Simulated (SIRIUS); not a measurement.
# A series of single points on PtS$_{2}$

System: PtS$_{2}$ (P-3m1, 3 atoms in the cell).
Method: Kohn-Sham DFT of a periodic cell, PBEsol, dojo-sr-pbesol-0.4.1-standard, no spin polarisation (SIRIUS 7.12.0).

The 7 runs differ only in the geometry, by an even scaling of the cell at fixed fractional positions. The structure derives from an entry of the Crystallography Open Database.

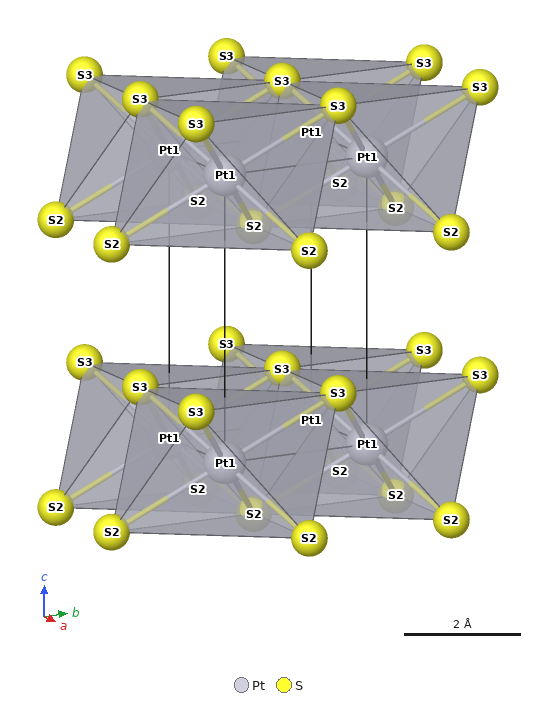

Figure 1. The structure of run 4 (polyhedral view of the cell of the calculation, seen slightly off an axis; polyhedra are completed across the faces of the cell; atoms are numbered from 1 in the order of the input). An atom can appear more than once, as a periodic image.

**Input of run 4**
```
{
  "control": {
    "processing_unit": "cpu",
    "verbosity": 2,
    "num_bands_to_print": 23,
    "print_forces": true,
    "print_stress": true
  },
  "parameters": {
    "electronic_structure_method": "pseudopotential",
    "xc_functionals": ["XC_GGA_X_PBE_SOL", "XC_GGA_C_PBE_SOL"],
    "gk_cutoff": 9.2,
    "pw_cutoff": 18.4,
    "ngridk": [9, 9, 5],
    "shiftk": [0, 0, 0],
    "smearing": "fermi_dirac",
    "smearing_width": 0.0018374661,
    "num_bands": 23,
    "num_mag_dims": 0,
    "num_dft_iter": 100,
    "energy_tol": 1e-08,
    "density_tol": 1e-06
  },
  "iterative_solver": {
    "type": "davidson",
    "min_tolerance": 1e-10
  },
  "mixer": {
    "type": "anderson",
    "beta": 0.7,
    "max_history": 8
  },
  "settings": {
    "tol_ne": 1e-10,
    "pseudo_grid_cutoff": 6.5
  },
  "unit_cell": {
    "lattice_vectors": [
      [6.695677604774, 0.0, 0.0],
      [-3.347838802387, 5.798626901306, 0.0],
      [0.0, 0.0, 9.521951996764]
    ],
    "atom_coordinate_units": "lattice",
    "atom_types": ["Pt", "S"],
    "atom_files": {
      "Pt": "Pt.json",
      "S": "S.json"
    },
    "atoms": {
      "Pt": [
        [0.0, 0.0, 0.0]
      ],
      "S": [
        [0.6666666667, 0.3333333333, 0.773],
        [0.3333333333, 0.6666666667, 0.227]
      ]
    }
  }
}
```

Command:
```bash
upf_to_json Pt.upf
upf_to_json S.upf
OMP_NUM_THREADS=4 sirius.scf --input=sirius.json --output=out.json --task=0
```

Lattice vectors (Å) and fractional positions of run 4:
```
   3.543200    0.000000    0.000000
  -1.771600    3.068501    0.000000
   0.000000    0.000000    5.038800
Pt  0.000000  0.000000  0.000000
S   0.666667  0.333333  0.773000
S   0.333333  0.666667  0.227000
```

Run 6 differs from it as follows:
```diff
-      [6.695677604774, 0.0, 0.0],
-      [-3.347838802387, 5.798626901306, 0.0],
-      [0.0, 0.0, 9.521951996764]
+      [6.783788730195, 0.0, 0.0],
+      [-3.391894365098, 5.874933374389, 0.0],
+      [0.0, 0.0, 9.647255208304]
```

**Results, with one run withheld**

```tsv
run	volume per atom (Å³)	free energy per atom, from the lowest run given (meV)	pressure (GPa)	gap on the mesh (eV)
1	17.165	92.82	18.18	1.00
2	17.531	56.50	13.74	0.99
3	17.896	29.77	9.77	0.97
4	18.261	11.60	6.21	0.95
5	18.626	1.11	3.03	0.93
6	18.992	?	?	?
7	19.357	0.00	−2.36	0.89
```

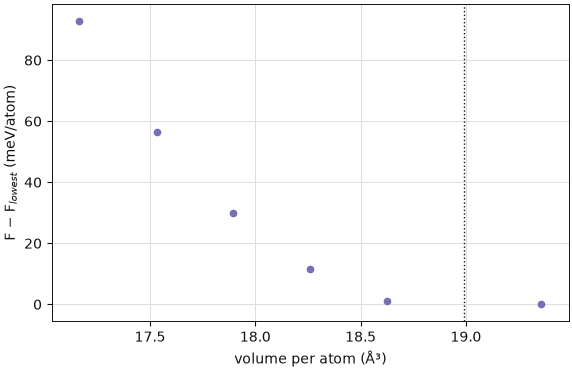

Figure 2. Free energy per atom of the runs given; the dotted line marks run 6.

Estimate the energy of run 6 from the others.

A cubic polynomial in V^(−2/3) (the Birch–Murnaghan form), fitted to the 6 runs given, misses them by at most 0.02 meV per atom. With x = V^(−2/3) − 0.14498 Å⁻², it reads F = 17.913 + 8898.6 x + 9.7638e+05 x² + 2.0342e+06 x³ (meV per atom). At run 6 it gives −2.54 meV per atom, and the run itself gives −2.51. The slope of the fit gives a pressure −dF/dV of 0.19 GPa there, and the run prints 0.18 GPa. The fit has its minimum at 19.017 Å³ per atom, where V d²F/dV² gives 140 GPa. Cell shape and fractional positions are held, so this is the stiffness under even scaling; the relaxed bulk modulus wasn't computed and can be far lower in a crystal of layers, chains or molecules like this one. The gap on the mesh goes, without turning, from 1.00 eV in run 1 to 0.89 eV in run 7; run 6 has 0.91 eV. These are gaps of this functional on this mesh, which can miss the band edges; they aren't the measured gap.

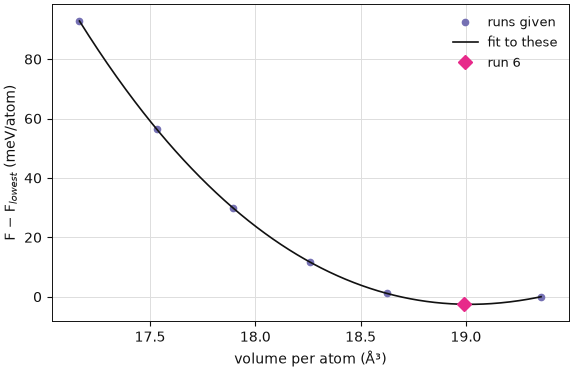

Figure 3. The fit and the withheld run.

**Some lines of the output (run 6)**
```
[...]
[find] band gap (eV)                  :       0.90735768
[find] Efermi                         :       0.39211825
[find] Total energy                   :    -152.63594776 (Ha),    -305.27189551 (Ry)
[find] Free energy (E-TS)             :    -152.63594820 (Ha),    -305.27189639 (Ry)
[find] band gap (eV)                  :       0.90732579
[find] Efermi                         :       0.39211799
[find] Total energy                   :    -152.63594777 (Ha),    -305.27189553 (Ry)
[find] Free energy (E-TS)             :    -152.63594821 (Ha),    -305.27189641 (Ry)
[find] band gap (eV)                  :       0.90729948
[find] Efermi                         :       0.39211755
[find] Total energy                   :    -152.63594777 (Ha),    -305.27189554 (Ry)
[find] Free energy (E-TS)             :    -152.63594821 (Ha),    -305.27189642 (Ry)
[find] band gap (eV)                  :       0.90729200
[find] Efermi                         :       0.39211729
```

Notes: Spin–orbit coupling is left out, which matters for Pt.
